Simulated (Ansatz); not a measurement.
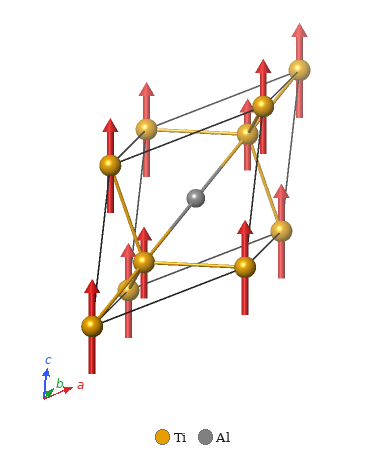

A ball-and-stick rendering, viewed slightly off an axis. One simulation cell is framed, with atoms on its boundary repeated. Arrows are the site magnetic moments above 0.25 μB; longer means larger, and red and blue are up and down (without spin-orbit coupling the axis itself is arbitrary).

This is the state reached for Ti3Al. Results below were computed with Ansatz, DFT PBE, scalar-relativistic, plane waves, PAW; the settings were an energy cutoff of 420 eV, a 12×12×12 k-point grid, Gaussian smearing of 0.1 eV, collinear spins.

**Characterise the magnetic order.**

Ferromagnetic (within this cell). Site moments: 3 Ti +0.3 to +1.1 μB. The net spin moment of the whole cell is 2.1 μB, including what lies between the atoms and on sites without an arrow.

The cell started as a structure listed in the Materials Project. The cell was then strained or its atoms displaced on purpose. An electronic-structure calculation with Ansatz was run on it.
